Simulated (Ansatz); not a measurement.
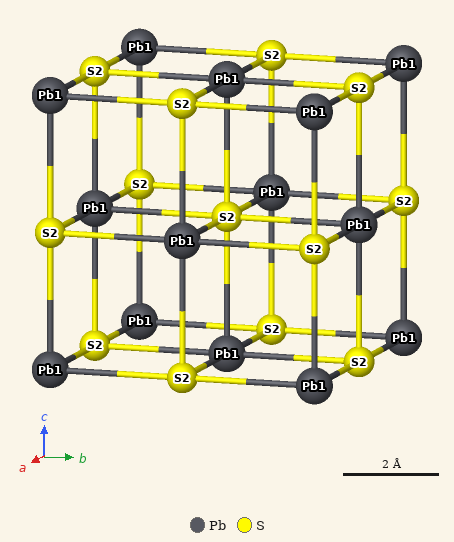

Fig. 1: The starting structure (ball-and-stick view of the cell 4 times as large as that of the calculation, set on its symmetry axes, seen slightly off an axis; atoms are numbered from 1 in the order of the input). An atom can appear more than once, as a periodic image.

Geometry relaxation of PbS

PbS (2 atoms in the cell), computed with DFT r2SCAN, scalar-relativistic, plane waves, PAW, no spin polarisation (Ansatz 0.2.0).

The structure derives from an entry of the Crystallography Open Database. Figures and captions count atoms from 1; the log counts them from 0 in places.

**What the program printed**
```
Engine: ansatz 0.2.0, aarch64-unknown-linux-gnu
Pseudopotentials: kind: paw
Pseudopotential: Pb, paw, valence charge 14, recommended cutoff 500 eV (meta_gga), Pb.paw.azcp
Pseudopotential: S, paw, valence charge 6, recommended cutoff 500 eV (meta_gga), S.paw.azcp
Functional definition: r2SCAN
  parameter k0 = 0.174
  parameter k1 = 0.065
  parameter a1 = 4.9479
  exchange = r2scan_x(k0 = k0, k1 = k1, a1 = a1)
  correlation = r2scan_c
Crystal: 2 atoms, lattice volume = 52.172 Å³
Basis set: ecut = 500 eV, 1363 PW (Γ), exchange–correlation on 128×128×128 points (64 copies of the dense FFT grid, shifted against one another)
Bands: 14, of which v1, the nominal top of the filled ones, is band 10 counted from 1 (9 counted from 0)
Symmetry: 48 space group operations
Space group: Fm-3m (ITA 225), of the structure as read, at distance tolerance 3.7e-5 Å
k-points: 29 of 512
Non-local potential: Pb, projectors of the file, l = 0: 2, l = 1: 2, l = 2: 2, l = 3: 2
Non-local potential: S, projectors of the file, l = 0: 2, l = 1: 2, l = 2: 2
PAW form: soft (Blöchl's): semilocal exchange-correlation on the pseudo side does not see the compensation charge
PAW frozen core: Pb, regenerated for the run's functional (the file was generated under x = pbe(κ = 0.804, μ = 0.2195149727645171), c = pbe(β = 0.06672455060314922))
PAW frozen core: S, regenerated for the run's functional (the file was generated under x = pbe(κ = 0.804, μ = 0.2195149727645171), c = pbe(β = 0.06672455060314922))
PAW one-centre angular grid: Pb, 590 points (default); XC on 160 Gauss nodes
PAW one-centre angular grid: S, 302 points (default); XC on 160 Gauss nodes
Initial density: superposition of atomic densities (neutral atoms: chi_scale 0, normalization atom), corrected by the library's trained network
Initial wavefunctions: pseudopotential atomic-orbital guess
Functional: x = r2scan, c = r2scan; τ floored in thin density (d = 2e-4 eV/Å³)
SCF iter   1: F=—  HF=-12827.991523 eV  |F-HF|=—  |Δ(HF+E_count)|=         —  Δρ=6.17e-3  dr2=1.36e-2  dr2_τ=2.98e-3  ethr=1.77e-3  ⟨swp⟩=6.4  Hψ=2520  notcnv=0
preconditioner: auto → none  [insulator: Δε(μ)=0.596 eV  Ē_g=16.290 eV  σ=0.020 eV  W_gap=1.00  n_scr=14 (ndim 8)  ℏωp=23.0 eV  f_vac=0.000  D(μ)=0.00/eV (n_scr^D=0)  ε∞_Penn≈3.0]
SCF iter   2: F=—  HF=-12827.997841 eV  |F-HF|=—  |Δ(HF+E_count)|=   6.32e-3  Δρ=2.11e-3  dr2=1.95e-3  dr2_τ=9.99e-5  ethr=6.79e-5  ⟨swp⟩=2.2  Hψ=1051  notcnv=0
SCF iter   3: F=—  HF=-12827.997941 eV  |F-HF|=—  |Δ(HF+E_count)|=   1.01e-4  Δρ=8.12e-4  dr2=2.90e-4  dr2_τ=1.89e-5  ethr=9.75e-6  ⟨swp⟩=2.1  Hψ=626  notcnv=0
SCF iter   4: F=—  HF=-12827.997904 eV  |F-HF|=—  |Δ(HF+E_count)|=   3.73e-5  Δρ=2.67e-4  dr2=4.84e-5  dr2_τ=4.81e-6  ethr=1.45e-6  ⟨swp⟩=2.4  Hψ=612  notcnv=0
SCF iter   5: F=—  HF=-12827.997904 eV  |F-HF|=—  |Δ(HF+E_count)|=   6.06e-7  Δρ=6.12e-5  dr2=8.52e-7  dr2_τ=3.23e-8  ethr=2.42e-7  ⟨swp⟩=2.2  Hψ=513  notcnv=0
SCF iter   6: F=-12827.997904 eV  HF=-12827.997904 eV  |F-HF|=3.51e-8  |Δ(HF+E_count)|=   5.63e-7  Δρ=8.80e-6  dr2=6.87e-8  dr2_τ=2.49e-9  ethr=5.00e-10  ⟨swp⟩=10.7  Hψ=3277  notcnv=0
SCF 1 converged in 6 iterations: F = -12827.997904 eV  dr2 = 6.87e-8
  greatest PAW one-centre occupation: 0.981 electrons in one spin orbital (limit 2), on the Pb atom at site 0 (counted from 0), in its partial waves of l = 2
relax step   1: F+E_penalty+E_count = -12827.99790403 eV  Δ(F+E_penalty+E_count) = +0.000e0 eV  max|allowed force component| = 4.174e-30 eV/Å  Δτ_max = 0.0000 Å  P = +1.309 GPa  Ω = 52.172 Å³  (6 SCF iters, dr2 threshold 1.00e-7 eV, accepted)
Crystal: 2 atoms, lattice volume = 54.068 Å³
Initial density: handed on by an earlier stage of this run
Initial wavefunctions: those handed on with the density
iter 1 solved again at ethr=6.99e-6 eV; its pass at ethr=3.10e-3 eV (dr2=1.40e-3 eV) is discarded
SCF iter   1: F=—  HF=-12827.975323 eV  |F-HF|=—  |Δ(HF+E_count)|=         —  Δρ=1.18e-3  dr2=1.35e-3  dr2_τ=8.02e-3  ethr=6.99e-6  ⟨swp⟩=1.9  Hψ=3029  notcnv=0
preconditioner: auto → none  [insulator: Δε(μ)=0.761 eV  Ē_g=16.095 eV  σ=0.020 eV  W_gap=1.00  n_scr=14 (ndim 8)  ℏωp=22.6 eV  f_vac=0.005  D(μ)=0.00/eV (n_scr^D=0)  ε∞_Penn≈3.0]
SCF iter   2: F=—  HF=-12828.000684 eV  |F-HF|=—  |Δ(HF+E_count)|=   2.54e-2  Δρ=1.00e-3  dr2=1.16e-3  dr2_τ=6.59e-5  ethr=6.75e-6  ⟨swp⟩=2.9  Hψ=889  notcnv=0
SCF iter   3: F=—  HF=-12828.000410 eV  |F-HF|=—  |Δ(HF+E_count)|=   2.74e-4  Δρ=3.66e-4  dr2=1.36e-4  dr2_τ=1.81e-6  ethr=5.80e-6  ⟨swp⟩=1.9  Hψ=454  notcnv=0
SCF iter   4: F=—  HF=-12828.000415 eV  |F-HF|=—  |Δ(HF+E_count)|=   4.76e-6  Δρ=1.83e-4  dr2=2.98e-5  dr2_τ=8.95e-7  ethr=6.79e-7  ⟨swp⟩=2.0  Hψ=551  notcnv=0
SCF iter   5: F=—  HF=-12828.000410 eV  |F-HF|=—  |Δ(HF+E_count)|=   4.92e-6  Δρ=8.08e-5  dr2=6.92e-6  dr2_τ=1.17e-7  ethr=1.49e-7  ⟨swp⟩=1.0  Hψ=406  notcnv=0
SCF iter   6: F=—  HF=-12828.000409 eV  |F-HF|=—  |Δ(HF+E_count)|=   1.16e-6  Δρ=3.24e-5  dr2=1.08e-6  dr2_τ=2.12e-8  ethr=3.46e-8  ⟨swp⟩=1.5  Hψ=427  notcnv=0
SCF iter   7: F=-12828.000409 eV  HF=-12828.000409 eV  |F-HF|=9.73e-10  |Δ(HF+E_count)|=   1.51e-7  Δρ=1.74e-6  dr2=1.61e-9  dr2_τ=2.60e-10  ethr=1.00e-9  ⟨swp⟩=6.8  Hψ=2563  notcnv=0
SCF 2 converged in 7 iterations: F = -12828.000409 eV  dr2 = 1.61e-9
relax step   2: F+E_penalty+E_count = -12828.00040874 eV  Δ(F+E_penalty+E_count) = -2.505e-3 eV  max|allowed force component| = 1.210e-29 eV/Å  Δτ_max = 0.0000 Å  P = -0.794 GPa  Ω = 54.068 Å³  energy of the carried Pulay correction = -1.486e-4 eV  (7 SCF iters, dr2 threshold 2.00e-7 eV, accepted)
Crystal: 2 atoms, lattice volume = 53.336 Å³
iter 1 solved again at ethr=1.15e-6 eV; its pass at ethr=3.10e-3 eV (dr2=2.31e-4 eV) is discarded
SCF iter   1: F=—  HF=-12827.998610 eV  |F-HF|=—  |Δ(HF+E_count)|=         —  Δρ=4.27e-4  dr2=1.80e-4  dr2_τ=1.14e-3  ethr=1.15e-6  ⟨swp⟩=2.6  Hψ=2952  notcnv=0
preconditioner: auto → none  [insulator: Δε(μ)=0.684 eV  Ē_g=16.168 eV  σ=0.020 eV  W_gap=1.00  n_scr=14 (ndim 8)  ℏωp=22.7 eV  f_vac=0.001  D(μ)=0.00/eV (n_scr^D=0)  ε∞_Penn≈3.0]
SCF iter   2: F=—  HF=-12828.002401 eV  |F-HF|=—  |Δ(HF+E_count)|=   3.79e-3  Δρ=3.68e-4  dr2=1.51e-4  dr2_τ=8.67e-6  ethr=9.02e-7  ⟨swp⟩=2.1  Hψ=815  notcnv=0
SCF iter   3: F=—  HF=-12828.002367 eV  |F-HF|=—  |Δ(HF+E_count)|=   3.39e-5  Δρ=1.38e-4  dr2=1.80e-5  dr2_τ=2.74e-7  ethr=7.54e-7  ⟨swp⟩=2.0  Hψ=459  notcnv=0
SCF iter   4: F=—  HF=-12828.002368 eV  |F-HF|=—  |Δ(HF+E_count)|=   9.48e-7  Δρ=6.15e-5  dr2=3.58e-6  dr2_τ=1.09e-7  ethr=9.00e-8  ⟨swp⟩=2.0  Hψ=551  notcnv=0
SCF iter   5: F=—  HF=-12828.002367 eV  |F-HF|=—  |Δ(HF+E_count)|=   5.62e-7  Δρ=2.42e-5  dr2=6.43e-7  dr2_τ=1.05e-8  ethr=1.79e-8  ⟨swp⟩=1.6  Hψ=450  notcnv=0
SCF iter   6: F=-12828.002367 eV  HF=-12828.002367 eV  |F-HF|=5.98e-8  |Δ(HF+E_count)|=   9.94e-8  Δρ=1.04e-5  dr2=1.10e-7  dr2_τ=2.21e-9  ethr=1.00e-9  ⟨swp⟩=9.1  Hψ=2483  notcnv=0
SCF 3 converged in 6 iterations: F = -12828.002367 eV  dr2 = 1.10e-7
relax step   3: F+E_penalty+E_count = -12828.00236719 eV  Δ(F+E_penalty+E_count) = -1.958e-3 eV  max|allowed force component| = 1.660e-30 eV/Å  Δτ_max = 0.0000 Å  P = -0.030 GPa  Ω = 53.336 Å³  energy of the carried Pulay correction = -9.185e-5 eV  (6 SCF iters, dr2 threshold 2.00e-7 eV, accepted)
Initial wavefunctions: pseudopotential atomic-orbital guess (no wavefunctions were taken with the density)
iter 1 solved again at ethr=1.77e-7 eV; its pass at ethr=3.10e-3 eV (dr2=3.55e-5 eV) is discarded
SCF iter   1: F=—  HF=-12828.002469 eV  |F-HF|=—  |Δ(HF+E_count)|=         —  Δρ=1.75e-5  dr2=1.12e-7  dr2_τ=9.54e-8  ethr=1.77e-7  ⟨swp⟩=3.6  Hψ=3810  notcnv=0
preconditioner: auto → none  [insulator: Δε(μ)=0.694 eV  Ē_g=16.160 eV  σ=0.020 eV  W_gap=1.00  n_scr=14 (ndim 8)  ℏωp=22.7 eV  f_vac=0.001  D(μ)=0.00/eV (n_scr^D=0)  ε∞_Penn≈3.0]
SCF iter   2: F=—  HF=-12828.002465 eV  |F-HF|=—  |Δ(HF+E_count)|=   3.45e-6  Δρ=8.27e-6  dr2=8.78e-9  dr2_τ=6.26e-9  ethr=5.61e-10  ⟨swp⟩=2.0  Hψ=591  notcnv=0
SCF iter   3: F=—  HF=-12828.002465 eV  |F-HF|=—  |Δ(HF+E_count)|=   2.37e-8  Δρ=4.27e-6  dr2=2.08e-9  dr2_τ=1.83e-9  ethr=4.39e-11  ⟨swp⟩=2.9  Hψ=686  notcnv=0
SCF iter   4: F=—  HF=-12828.002465 eV  |F-HF|=—  |Δ(HF+E_count)|=   9.61e-9  Δρ=1.71e-6  dr2=3.25e-10  dr2_τ=2.62e-10  ethr=1.04e-11  ⟨swp⟩=2.0  Hψ=551  notcnv=0
SCF iter   5: F=-12828.002465 eV  HF=-12828.002465 eV  |F-HF|=6.18e-11  |Δ(HF+E_count)|=   1.75e-9  Δρ=3.27e-7  dr2=1.26e-11  dr2_τ=9.08e-12  ethr=1.00e-12  ⟨swp⟩=4.6  Hψ=1998  notcnv=0
SCF 4 converged in 5 iterations: F = -12828.002465 eV  dr2 = 1.26e-11
relax step   4: F+E_penalty+E_count = -12828.00246549 eV  Δ(F+E_penalty+E_count) = -9.830e-5 eV  max|allowed force component| = 1.709e-30 eV/Å  Δτ_max = 0.0000 Å  P = -0.028 GPa  Ω = 53.336 Å³  stress off target by 2.79e-2 GPa  SCF on the basis re-selected at this cell (its energy is not comparable with the rows above)  (5 SCF iters)
```

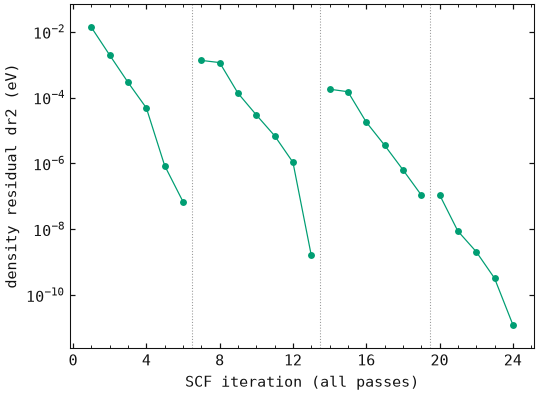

Fig. 2: Convergence of the self-consistent field: density residual dr2 against the SCF iteration. The dotted lines part the SCF passes of the relaxation: geometry steps, rejected trials and re-solves on a re-selected basis. The passes take 6, 7, 6 and 5 iterations.

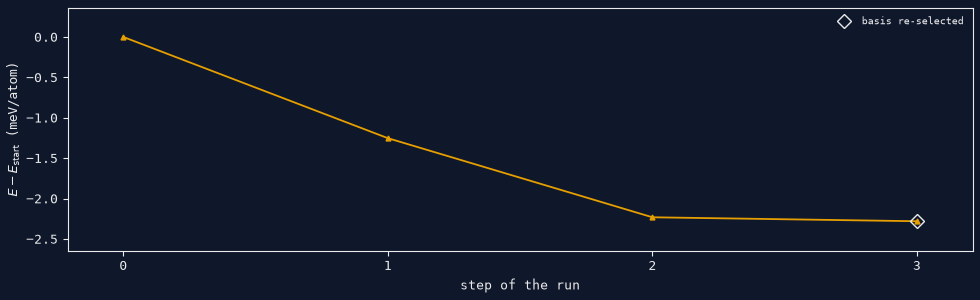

Fig. 3: Progress of the relaxation, step by step (the first geometry is step 0 here and step 1 in the log).

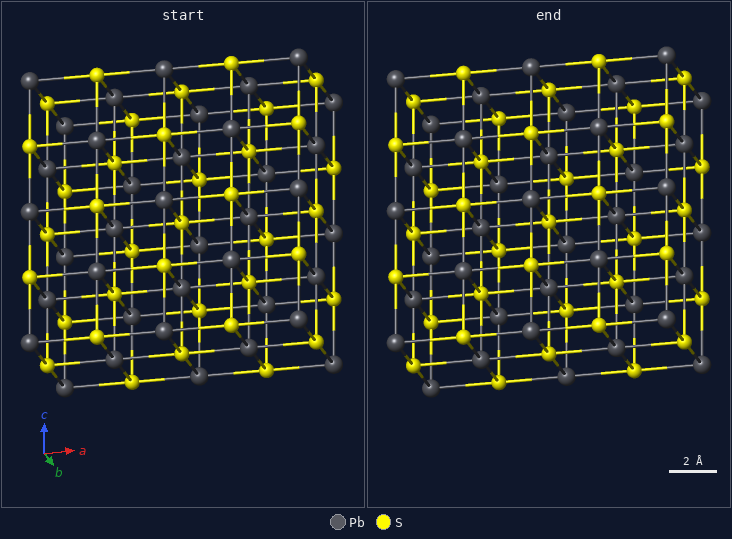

Fig. 4: Before (left) and after (right) the relaxation, at one scale (ball-and-stick view of the cell 4 times as large as that of the calculation, set on its symmetry axes, repeated 2 × 1 × 2, seen at an oblique angle). No atom moves by more than 0.005 Å relative to the cell. The drawn cell changes as follows: a = b = c 5.931 → 5.975 Å (+0.7 %); the volume changes by +2.2 %. Among the contacts that change: Pb1–S2 2.966 → 2.988 Å. The space group stays Fm-3m (No. 225). After 2 geometry steps the energy has fallen by 2.2 meV per atom. All forces vanish by symmetry, so only the cell relaxes. Pressure: 1.31 GPa at the start and −0.03 GPa at the end. A last SCF at the same geometry on a re-selected plane-wave basis shifts the energy by next to nothing (0.0 meV per atom). (Atoms are counted from 1 in the order of the input.)

```
basis re-selected at this cell: Δ(F+E_penalty+E_count) = -9.830e-5 eV, ΔP = +0.002 GPa vs the last step (what re-selecting the basis moved, of the pressure what is left beyond the Pulay correction that the steps carried, after the strain that the cell walked since its last selection, with what the two solves' SCF thresholds leave and, on support functions, any second-order correction that the steps lacked; it is no measure of the basis error at this ecutwfc). This SCF's stress stands 2.79e-2 GPa from its target on what of the cell is left free (relax.cell.stress_tol is 5.00e-2 GPa) and its largest allowed force component is 1.71e-30 eV/Å (relax.f_tol is 5.00e-3 eV/Å): within both
SCF converged after 5 iterations
Free energy (F): -12828.002465 eV
Harris-Foulkes:  -12828.002465 eV  (|F-HF|=6.18e-11)
Internal energy: -12828.002465 eV  (E = F + TS)
E sigma→0 (E₀):  -12828.002465 eV
Fermi energy:    8.316368 eV
--- Per-component energies (eV) ---
  E_band       = -72.166337
  E_kinetic    = 392.360930
  E_local      = -1239.222069  (includes V_loc(G=0)·N_el)
  E_nonlocal   = 379.072286
  E_hartree    = 482.001362
  E_xc         = -300.603166
  E_vxc        = -239.974799  (∫ρ·V_xc dr)
  E_paw        = -11040.203314  (= ΣΔE_a)
  E_vpaw       = -343.302819  (= ΣTr[D̂ρ^β])
  E_aug_tail   = 0.000020  (compensation charges beyond the density's cutoff)
  E_vtau       = 14.897399  (kinetic-family band-sum trace: ∫τ·v_τ [+ j·A + Jᵃ·Aᵃ] dr)
  E_ewald      = -1502.264250
  E_core_change = 0.855736  (= ΣΔE_core)
  E_smearing   = -0.000000  (= −TS)
  E_closure    = -0.000000  (closes the sum)
  Σ components = -12828.002465   (vs F -12828.002465, Δ=0.00e0)
--- Forces (eV/Å), atoms counted from 1 ---
  atom   1  Pb    -0.00000000     0.00000000     0.00000000
  atom   2  S      0.00000000     0.00000000    -0.00000000
  max |Σ_I F_I| component: 2.37e-30 eV/Å
--- Stress (GPa, compression-positive) ---
       -0.027864      -0.000000      -0.000000
       -0.000000      -0.027864       0.000000
       -0.000000       0.000000      -0.027864
  P = ⅓ Tr σ = -0.0279 GPa (-0.279 kbar)
--- Band table (eV; the first three rows and the last of 29) ---
  k-point 0: bands = ["-9.4837", "-9.4837", "-9.4837", "-9.4623", "-9.4623", "-6.0288", "1.8504", "5.7608", "5.7608", "5.7608", "13.4742", "13.4742", "13.4742", "15.1400"]
  k-point 1: bands = ["-9.4830", "-9.4806", "-9.4806", "-9.4637", "-9.4637", "-5.8978", "1.3820", "5.8031", "5.8031", "6.1217", "12.2602", "12.6935", "12.6935", "15.0679"]
  k-point 2: bands = ["-9.4836", "-9.4836", "-9.4816", "-9.4565", "-9.4565", "-5.5366", "0.3913", "5.9218", "5.9218", "6.8243", "10.6114", "11.4731", "11.4731", "15.2494"]
  k-point 28: bands = ["-9.5712", "-9.4685", "-9.4685", "-9.4622", "-9.4283", "-4.3756", "-0.0774", "3.5509", "3.5509", "6.9166", "10.4613", "12.9794", "12.9794", "16.5460"]
--- Relaxed structure (3 steps of the walk, 3 accepted, 1 SCFs on fresh bases) ---
  F+E_penalty+E_count = -12828.00246549 eV   max|allowed force component| = 1.709e-30 eV/Å   (the final SCF, on the basis selected at the relaxed cell)
  cell:  # Å, volume = 53.3357 Å³
    - [2.547221415642484e-34, 2.9876479805060385, 2.9876479805060385]
    - [2.9876479805060385, 1.4012273090462871e-34, 2.9876479805060385]
    - [2.9876479805060385, 2.9876479805060385, -1.6564605114963775e-34]
  atoms:
    - { symbol: Pb, position: [-3.213130193241678e-36, 3.2131301932421593e-36, 5.580699809329549e-36] }
    - { symbol: S, position: [0.5, 0.5, 0.5] }
```

**Trajectory as extended XYZ (Å, eV, eV/Å), 4 frames, from step=1 to step=4**
```
2
Lattice="0.0000 2.9657 2.9657 2.9657 0.0000 2.9657 2.9657 2.9657 0.0000" Properties=species:S:1:pos:R:3:forces:R:3 step=1 energy=-12827.99790 pressure_GPa=1.31
Pb    0.0000    0.0000    0.0000    0.0000   0.0000   0.0000
S     2.9657    2.9657    2.9657    0.0000   0.0000   0.0000
2
Lattice="0.0000 3.0013 3.0013 3.0013 0.0000 3.0013 3.0013 3.0013 0.0000" Properties=species:S:1:pos:R:3:forces:R:3 step=2 energy=-12828.00041 pressure_GPa=-0.79
Pb    0.0000    0.0000    0.0000    0.0000   0.0000   0.0000
S     3.0013    3.0013    3.0013    0.0000   0.0000   0.0000
2
Lattice="0.0000 2.9876 2.9876 2.9876 0.0000 2.9876 2.9876 2.9876 0.0000" Properties=species:S:1:pos:R:3:forces:R:3 step=3 energy=-12828.00237 pressure_GPa=-0.03
Pb    0.0000    0.0000    0.0000    0.0000   0.0000   0.0000
S     2.9876    2.9876    2.9876    0.0000   0.0000   0.0000
2
Lattice="0.0000 2.9876 2.9876 2.9876 0.0000 2.9876 2.9876 2.9876 0.0000" Properties=species:S:1:pos:R:3:forces:R:3 step=4 energy=-12828.00246 pressure_GPa=-0.03
Pb    0.0000    0.0000    0.0000    0.0000   0.0000   0.0000
S     2.9876    2.9876    2.9876    0.0000   0.0000   0.0000
```

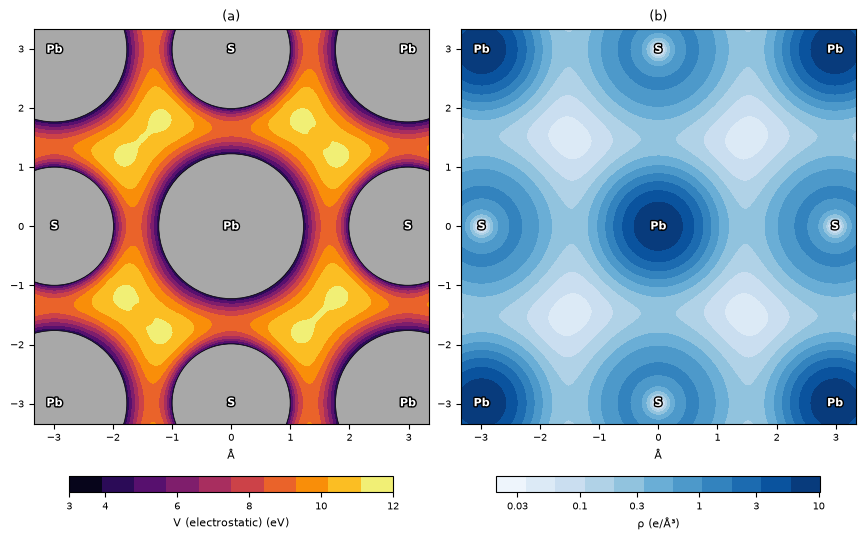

Fig. 5: (a) electrostatic potential energy of an electron; (b) valence pseudo-density on the (001) plane of the conventional cell. Grey discs, where drawn, cover atomic cores. The section cuts through Pb and S sites. Pb–S (2.99 Å): the density is about 0.21 e/Å³ at the midpoint. Away from the nuclei the density in this plane falls to 0.05 e/Å³ at its lowest. Outside the cores the potential energy rises away from the atoms and is highest about 1.7 Å from the nearest atoms; outside the discs it spans about 8 eV, and its zero is arbitrary. In a PAW calculation such maps are meaningful between the atoms, not at the nuclei.

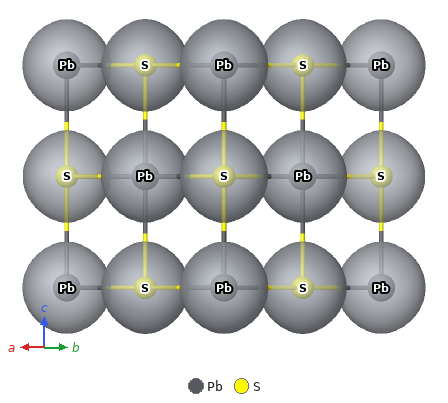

Fig. 6: Isosurface of the valence electron density at 0.3 e/Å³ (grey), seen along [110]. Sticks mark near contacts. The outline is the cell set on symmetry axes. At this value the density breaks into separate islands; it holds about 80 % of the electrons treated as valence (semicore included). It is pinched off along the Pb–S (2.99 Å) contacts. On the grid the lowest density along these lines, outside the cores, is 0.21 e/Å³ (Pb–S, 2.99 Å).

This output came from the following input.

**Input file**
```yaml
crystal:
  lattice:
    - [0.0, 2.96575, 2.96575]
    - [2.96575, 0.0, 2.96575]
    - [2.96575, 2.96575, 0.0]
  atoms:
    - { symbol: Pb, position: [0.0, 0.0, 0.0] }
    - { symbol: S, position: [0.5, 0.5, 0.5] }
basis:
  ecutwfc: 500
kpoints:
  mp_grid: { grid: [8, 8, 8] }
hamiltonian:
  xc: r2scan
scf:
  occupations: { method: gaussian, width: 0.02 }
output:
  forces: true
  stress: true
  eigenvalues: true
  write_density: true
  write_potential: true
  elf: true
  volumetric_format: npy
relax:
  adjacent_minimum: "off"
  f_tol: 0.005
  max_steps: 80
  cell: { stress_tol: 0.05 }
```

Command:
```bash
ansatz run input.yaml --threads 1 --pin off --max-ram 2560MiB --backend cpu --events-out ev --progress --plain --runs-dir out
```

**Key numbers**

- outcome: converged
- space group (tolerance 0.01 Å): Fm-3m (225)
- electrons treated: 20
- free energy: −12828.0025 eV
- Fermi energy: 8.316 eV
- gap on the k-point mesh: 0.69 eV
- pressure: −0.03 GPa
- final volume: 53.34 Å³
- largest force (length of the vector) at the end: under 0.001 eV/Å
- final cell: a = 4.225 Å, b = 4.225 Å, c = 4.225 Å, α = 60.00°, β = 60.00°, γ = 60.00°
- hardware: 1 thread of Arm Neoverse V2, 24 GiB of memory available, shared host
- wall time: 13 s
- peak memory: 0.47 GiB

**Remarks**

Spin–orbit coupling is left out, which matters for Pb.
